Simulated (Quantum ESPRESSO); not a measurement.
CdS: band-structure run (part 2 of 2)

Continued. System: CdS (2 atoms in the cell). Method: Kohn-Sham DFT of a periodic cell, LDA, GBRV 1.5 LDA, no spin polarisation (Quantum ESPRESSO 7.5); cutoff 612.26 eV, 8×8×8 k-mesh, fermi-dirac of 0.05 eV. The structure derives from a Materials Project entry.

Geometry of the input (Å; fractional positions):
```
0.0000  2.7532  2.7532
2.7532  0.0000  2.7532
2.7532  2.7532  0.0000
Cd 0.0000  0.0000  0.0000
S  0.5000  0.5000  0.5000
```

**Output, continued**
```
     iteration #  5     ecut=    45.00 Ry     beta= 0.50
     Davidson diagonalization with overlap
     ethr =  3.38E-07,  avg # of iterations =  6.7

     negative rho (up, down):  1.893E-02 0.000E+00

     total energy              =    -138.68192587 Ry
     estimated scf accuracy    <       0.00000193 Ry

     iteration #  6     ecut=    45.00 Ry     beta= 0.50
     Davidson diagonalization with overlap
     ethr =  1.07E-08,  avg # of iterations =  6.1

     negative rho (up, down):  1.894E-02 0.000E+00

     total energy              =    -138.68192773 Ry
     estimated scf accuracy    <       0.00000126 Ry

     iteration #  7     ecut=    45.00 Ry     beta= 0.50
     Davidson diagonalization with overlap
     ethr =  7.01E-09,  avg # of iterations =  2.3

     negative rho (up, down):  1.894E-02 0.000E+00

     total energy              =    -138.68192807 Ry
     estimated scf accuracy    <       0.00000002 Ry

     iteration #  8     ecut=    45.00 Ry     beta= 0.50
     Davidson diagonalization with overlap
     ethr =  1.04E-10,  avg # of iterations =  7.1

     negative rho (up, down):  1.894E-02 0.000E+00

     total energy              =    -138.68192811 Ry
     estimated scf accuracy    <          1.2E-09 Ry

     iteration #  9     ecut=    45.00 Ry     beta= 0.50
     Davidson diagonalization with overlap
     ethr =  6.43E-12,  avg # of iterations =  5.0

     negative rho (up, down):  1.894E-02 0.000E+00

     End of self-consistent calculation

          k = 0.0000 0.0000 0.0000 (  1459 PWs)   bands (ev):

    -5.1196   0.0117   0.0117   0.0141   0.0141   0.0141   6.8162   6.8162
     6.8162   8.1245  16.7159  16.7159  16.7159  18.5572  18.5572

          k = 0.0884 0.0884-0.0884 (  1429 PWs)   bands (ev):

    -4.9881  -0.0336  -0.0336  -0.0005   0.0426   0.0426   5.6040   6.9162
     6.9162   9.3296  15.4183  16.2899  16.2899  17.6434  17.6434

          k = 0.1768 0.1768-0.1768 (  1423 PWs)   bands (ev):

    -4.6354  -0.1401  -0.1401  -0.0556   0.1132   0.1132   4.1316   7.1708
     7.1708  10.6094  14.1469  14.8165  14.8165  18.1387  18.2309

          k = 0.2652 0.2652-0.2652 (  1429 PWs)   bands (ev):

    -4.2119  -0.2419  -0.2419  -0.1650   0.1853   0.1853   3.0813   7.4538
     7.4538  10.9445  13.6730  13.6730  13.8864  18.7327  19.3957

          k =-0.3536-0.3536 0.3536 (  1458 PWs)   bands (ev):

    -4.0047  -0.2827  -0.2827  -0.2419   0.2157   0.2157   2.7035   7.5836
     7.5836  10.8563  13.2483  13.2483  13.9842  19.6099  20.1967

          k = 0.1768 0.0000 0.0000 (  1427 PWs)   bands (ev):

    -4.9506  -0.0829  -0.0087   0.0273   0.0424   0.0424   5.7512   6.6393
     6.6393   9.7524  15.2912  15.6291  16.3556  16.3556  19.7772

          k = 0.2652 0.0884-0.0884 (  1430 PWs)   bands (ev):

    -4.6901  -0.1606  -0.0354  -0.0325   0.0868   0.1198   4.6359   6.5948
     6.8379  10.8018  13.6600  14.7975  15.8199  16.8700  19.3281

          k = 0.3536 0.1768-0.1768 (  1440 PWs)   bands (ev):

    -4.3140  -0.2073  -0.1393  -0.0882   0.1547   0.1945   3.4841   6.8025
     6.9924  11.2734  12.6089  14.7389  14.7707  17.7103  19.9205

          k =-0.2652-0.4419 0.4419 (  1444 PWs)   bands (ev):

    -4.0414  -0.2289  -0.1809  -0.1753   0.2152   0.2221   2.8648   6.8173
     7.1751  11.3667  12.2063  13.9176  15.1036  18.7682  20.3556

          k =-0.1768-0.3536 0.3536 (  1434 PWs)   bands (ev):

    -4.0954  -0.2550  -0.2217  -0.1048   0.1891   0.2314   3.0067   6.4934
     7.5088  11.6233  12.3313  13.6261  14.9687  19.1320  19.4132

          k =-0.0884-0.2652 0.2652 (  1427 PWs)   bands (ev):

    -4.4285  -0.2078  -0.1662  -0.0448   0.1194   0.1889   3.8096   6.2872
     7.5597  11.4826  13.1322  14.1101  14.6412  17.8355  19.3537

          k = 0.0000-0.1768 0.1768 (  1432 PWs)   bands (ev):

    -4.7889  -0.1165  -0.0735  -0.0150   0.0586   0.1101   4.8615   6.4320
     7.2957  10.4045  14.6679  14.9205  15.3092  17.0791  18.8468

          k = 0.3536 0.0000 0.0000 (  1427 PWs)   bands (ev):

    -4.5717  -0.1253  -0.0637   0.0652   0.1244   0.1244   4.8088   6.1715
     6.1715  10.3705  13.8648  14.4770  16.5496  16.5496  20.3556

          k = 0.4419 0.0884-0.0884 (  1430 PWs)   bands (ev):

    -4.3409  -0.0847  -0.0190   0.0113   0.1975   0.2047   4.0315   6.0486
     6.0854   9.7374  13.9310  14.6352  16.3314  17.3651  20.8089

          k =-0.1768-0.5303 0.5303 (  1439 PWs)   bands (ev):

    -4.1206  -0.0966  -0.0905   0.0448   0.2394   0.3348   3.3319   5.5694
     6.3710   9.9437  13.5529  15.3471  15.4897  18.1962  20.8066

          k =-0.0884-0.4419 0.4419 (  1444 PWs)   bands (ev):

    -4.0468  -0.1806  -0.1296   0.0301   0.2125   0.3666   3.3030   5.0845
     6.9138  10.6736  13.3146  14.6467  15.3219  19.0547  19.3624

          k = 0.0000-0.3536 0.3536 (  1428 PWs)   bands (ev):

    -4.1787  -0.2233  -0.1765  -0.0101   0.1585   0.2835   3.6254   5.2732
     7.4378  11.7479  12.7305  14.0836  14.6428  18.2257  20.8507

          k = 0.5303-0.0000 0.0000 (  1431 PWs)   bands (ev):

    -4.2884  -0.1187   0.1033   0.2294   0.2294   0.3475   4.0050   5.6622
     5.6622   8.3507  13.7882  15.9409  17.5577  17.5577  21.1612

          k =-0.0884-0.6187 0.6187 (  1438 PWs)   bands (ev):

    -4.1895  -0.1196   0.0582   0.2207   0.2639   0.6898   3.6201   5.0216
     5.6991   8.4142  13.7867  16.3052  17.3220  18.1259  21.4470

          k = 0.0000-0.5303 0.5303 (  1448 PWs)   bands (ev):

    -4.0913  -0.0973  -0.0561   0.1424   0.2475   0.6540   3.9574   4.0194
     6.1809   9.4338  14.0032  15.9390  16.0923  17.9478  20.1806

          k =-0.7071 0.0000 0.0000 (  1428 PWs)   bands (ev):

    -4.2156  -0.1415   0.1191   0.2811   0.2811   0.9305   3.3614   5.4417
     5.4417   7.5300  13.5623  17.0391  18.3923  18.3923  21.6993

          k = 0.3536 0.1768 0.0000 (  1432 PWs)   bands (ev):

    -4.4373  -0.1687  -0.0774  -0.0481   0.1295   0.1984   4.1260   5.9058
     7.0270  11.0682  13.1571  14.4204  15.4133  17.2497  20.4299

          k =-0.2652-0.4419 0.6187 (  1438 PWs)   bands (ev):

    -4.1609  -0.1683  -0.1149  -0.0447   0.1905   0.2781   3.4409   5.6710
     6.8658  11.1274  12.7569  14.6896  15.0766  18.2326  20.8171

          k =-0.1768-0.3536 0.5303 (  1440 PWs)   bands (ev):

    -4.0383  -0.2082  -0.0824  -0.0360   0.2265   0.3136   3.0921   5.7466
     6.6225  11.2547  12.4410  14.6959  15.3894  19.2778  19.5590

          k =-0.1768-0.5303 0.7071 (  1436 PWs)   bands (ev):

    -4.1970  -0.0865  -0.0237   0.1099   0.2301   0.4041   3.7721   5.3558
     5.8249   9.4959  14.0948  14.7250  16.5778  18.0751  21.4371

          k =-0.0884-0.4419 0.6187 (  1439 PWs)   bands (ev):

    -4.0842  -0.1127  -0.0500   0.0821   0.2581   0.5984   3.6539   4.7567
     5.6568  10.2126  13.8822  14.9563  15.8355  18.8548  20.4510

          k = 0.0000-0.3536 0.5303 (  1447 PWs)   bands (ev):

    -4.0662  -0.1685  -0.0348   0.0126   0.2328   0.4801   3.6685   4.6477
     6.2103  10.9404  13.2059  14.9483  15.3740  19.1467  19.5253

          k =-0.7071 0.1768-0.0000 (  1428 PWs)   bands (ev):

    -4.1453  -0.1029   0.0117   0.1868   0.2812   0.8272   3.6676   4.9234
     5.1222   8.9676  13.9626  16.2191  16.3657  18.9174  21.3205

          k =-0.7071 0.3536 0.0000 (  1448 PWs)   bands (ev):

    -4.0701  -0.1232   0.0160   0.0160   0.2812   0.7502   4.3872   4.3872
     4.6439  10.7504  13.9987  15.0389  15.0389  20.1481  20.1481

     the Fermi energy is     7.6977 ev

!    total energy              =    -138.68192812 Ry
     estimated scf accuracy    <          1.1E-11 Ry
     smearing contrib. (-TS)   =      -0.00017327 Ry
     internal energy E=F+TS    =    -138.68175485 Ry

     The total energy is F=E-TS. E is the sum of the following terms:
     one-electron contribution =     -23.14630866 Ry
     hartree contribution      =      26.22673444 Ry
     xc contribution           =     -47.37241443 Ry
     ewald contribution        =     -94.38976620 Ry

     convergence has been achieved in   9 iterations

     negative rho (up, down):  1.894E-02 0.000E+00

     Forces acting on atoms (cartesian axes, Ry/au):

     atom    1 type  1   force =    -0.00000000   -0.00000000    0.00000000
     atom    2 type  2   force =    -0.00000000    0.00000000   -0.00000000

     Total force =     0.000000     Total SCF correction =     0.000000

     Computing stress (Cartesian axis) and pressure

     negative rho (up, down):  1.894E-02 0.000E+00
          total   stress  (Ry/bohr**3)                   (kbar)     P=      -65.20
  -0.00044320   0.00000000   0.00000000          -65.20        0.00        0.00
   0.00000000  -0.00044320  -0.00000000            0.00      -65.20       -0.00
  -0.00000000  -0.00000000  -0.00044320           -0.00       -0.00      -65.20

=------------------------------------------------------------------------------=
   JOB DONE.
=------------------------------------------------------------------------------=
```

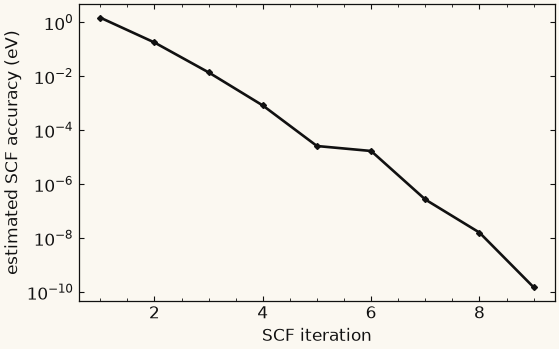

Convergence of the self-consistent field: estimated SCF accuracy against the iteration. The field takes 9 iterations in all.

**Results in brief**

```json
{"quantity": "outcome", "value": "converged"}
{"quantity": "space group (tolerance 0.01 Å)", "value": "Fm-3m (225)"}
{"quantity": "electrons treated", "value": "18"}
{"quantity": "free energy", "value": "−1886.8638 eV"}
{"quantity": "Fermi energy of the self-consistent step", "value": "7.698 eV"}
{"quantity": "gap on the k-point mesh", "value": "none (metallic)"}
{"quantity": "pressure", "value": "−6.52 GPa"}
{"quantity": "largest force (length of the vector)", "value": "under 0.001 eV/Å"}
{"quantity": "wall time", "value": "22 s (CPU time 43 s)"}
{"quantity": "peak memory", "value": "0.22 GiB"}
```

Further notes kept with the run: eigenvalues not converged. Notes on the run: negative rho. The cell is under a tension of 6.5 GPa at this level, so it is not at its equilibrium volume.
